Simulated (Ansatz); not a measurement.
Input

```
crystal:
  lattice:
    - [-3.1846304049, 0.0, 0.0]
    - [0.0, 5.5159416646, 0.0]
    - [1.5923152025, -2.7579708323, -17.3349242269]
  atoms:
    - { symbol: Mo, position: [0.9995710218, -0.0004289782, -0.0008579565] }
    - { symbol: Mo, position: [0.5004289782, 0.5004289782, 0.0008579565] }
    - { symbol: S, position: [0.9587704347, 0.2840314165, 0.9092510534] }
    - { symbol: S, position: [0.4510764745, 0.7924821593, 0.910442765] }
    - { symbol: S, position: [0.5495193813, 0.8747803631, 0.0907489466] }
    - { symbol: S, position: [0.0406337095, 0.3820393943, 0.089557235] }
basis:
  ecutwfc: 420
kpoints:
  mp_grid: { grid: [8, 8, 8] }
hamiltonian:
  xc: pbe
  pseudopotentials: { kind: paw, azcp: { folder: soft_1 } }
scf:
  occupations: { method: gaussian, width: 0.05 }
output:
  forces: true
  stress: true
  eigenvalues: true
  write_density: true
  write_potential: true
  elf: true
  volumetric_format: npy
```

Run with:

```sh
ansatz run input.yaml --threads 4 --pin off --max-ram 8192MiB --backend cpu --events-out ev --progress --plain --runs-dir out
```

Below, planes, directions and counts refer to the conventional cell (a = 6.37 Å, b = 34.67 Å, c = 3.18 Å, α = 90.00°, β = 120.00°, γ = 90.00°).

Space group Cm; a structure from a database of computed crystals, not necessarily the ambient phase; not relaxed (largest force 0.7 eV/Å); computed without spin polarisation; PAW files of the earlier set (soft_1).

The calculation used Ansatz 0.2.0, DFT PBE, scalar-relativistic, plane waves, PAW.

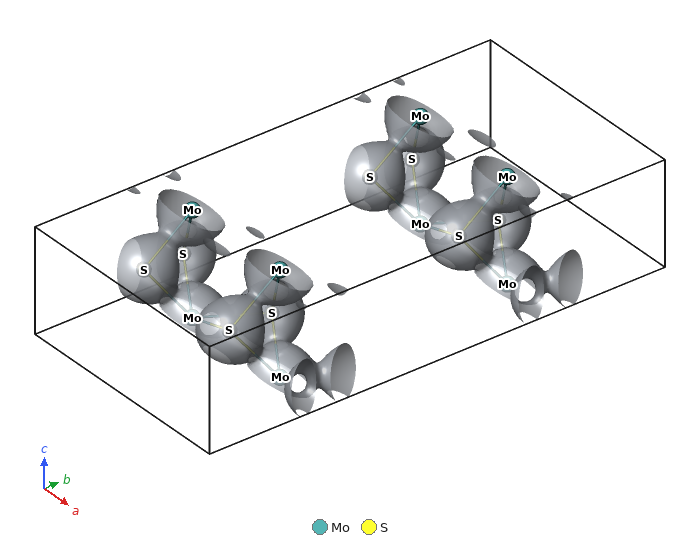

MoS₂. Isosurface of the valence charge density (pseudo) at 0.5 e/Å³ (grey), seen slightly off an axis. Sticks mark near contacts.

Question: How is the density connected at this value?

Answer: At this value the density is joined into sheets; it holds about 70 % of the electrons treated as valence (semicore included). It bridges the shortest Mo–S (2.38 Å) and Mo–S (2.43 Å) contacts, where the density stays above the isovalue. On the grid the lowest density along these lines, outside the cores, is 0.64 e/Å³ (Mo–S, 2.38 Å) and 0.58 e/Å³ (Mo–S, 2.43 Å).

Question: Does the calculation give a band gap?

Answer: It is gapped, with a Kohn–Sham gap of 1.7 eV on the k-point mesh, an upper bound to the gap of this method.
